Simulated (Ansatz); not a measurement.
**Mg8O9 (cell with a defect): density, localisation and related maps**

```cif
data_structure
_symmetry_space_group_name_H-M 'P 1'
_symmetry_Int_Tables_number 1
_cell_length_a 6.0854
_cell_length_b 6.0854
_cell_length_c 6.0854
_cell_angle_alpha 60.000
_cell_angle_beta 60.000
_cell_angle_gamma 60.000
_cell_volume 159.35
loop_
_atom_site_label
_atom_site_type_symbol
_atom_site_fract_x
_atom_site_fract_y
_atom_site_fract_z
_atom_site_occupancy
Mg1 Mg 0.01720 0.01744 0.99763 1
O1 O 0.25690 0.25711 0.25700 1
Mg2 Mg 0.00413 0.00464 0.50458 1
O2 O 0.25681 0.25715 0.75712 1
Mg3 Mg 0.01682 0.49650 0.99640 1
O3 O 0.25684 0.75708 0.25703 1
Mg4 Mg 0.01722 0.49755 0.51749 1
O4 O 0.25692 0.75708 0.75702 1
Mg5 Mg 0.49651 0.01653 0.99675 1
O5 O 0.75687 0.25709 0.25706 1
Mg6 Mg 0.49686 0.01768 0.51770 1
O6 O 0.75701 0.25698 0.75700 1
Mg7 Mg 0.50956 0.50951 0.00951 1
O7 O 0.70969 0.70909 0.20899 1
Mg8 Mg 0.49651 0.49682 0.51644 1
O8 O 0.75690 0.75703 0.75711 1
O9 O 0.80423 0.80503 0.30516 1
```

PAW files of the earlier set (soft_1); the program warned that a starting moment wasn't kept; spin-polarised, but the moments vanished.

Computed with DFT PBE-D3(BJ), scalar-relativistic, plane waves, PAW (Ansatz 0.2.0).

Core electrons are frozen (PAW), and the valence fields are smoothed inside the atomic spheres.

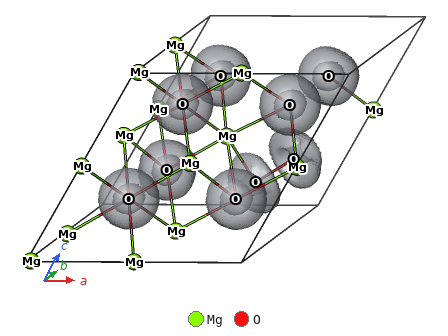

Figure 1. Isosurface of the electron localisation function at 0.75 (grey), seen at an oblique angle. Core shells and regions of very low density are left out. Sticks mark near contacts.

> Where are the electrons localised?

The surface consists of nine regions wrapped around O (the valence shell of each), counted in one cell of 17 atoms. Regions shared between cells count once. Profiles from the grid: O–O (1.42 Å): the ELF peaks at about 0.70 between the atoms. Mg–O (1.92 Å): the ELF peaks at about 0.90 in the valence shell of O, 0.6 Å from its nucleus, and falls to about 0.10 next to Mg (an ionic contact with no shared pair).

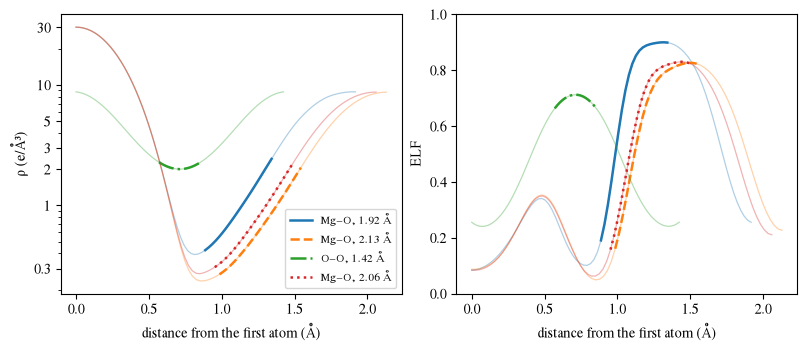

Figure 2. Valence pseudo-density and electron localisation function along straight lines between neighbouring atoms. Thin, pale parts lie inside the atomic spheres.

> What can be read from the curves?

Mg–O (1.92 Å): ρ at the midpoint is about 0.51 e/Å³; the ELF peaks at about 0.90 in the valence shell of O, 0.6 Å from its nucleus, and falls to about 0.10 next to Mg (a closed-shell, largely ionic contact).
Mg–O (2.13 Å): the density is about 0.32 e/Å³ at the midpoint; the ELF peaks at about 0.85 in the valence shell of O, 0.6 Å from its nucleus, and is about 0.35 at the midpoint; an ionic contact with no shared pair.
O–O (1.42 Å): the density is about 2 e/Å³ at the midpoint; the ELF peaks at about 0.70 between the atoms.
Mg–O (2.06 Å): ρ is about 0.37 e/Å³ halfway; the ELF peaks at about 0.85 in the valence shell of O, 0.6 Å from its nucleus, and is about 0.35 at the midpoint; a closed-shell, largely ionic contact.

> Does the calculation give a band gap?

It is gapped, with a Kohn–Sham gap of 3.4 eV on the k-point mesh, an upper bound to the gap of this method.
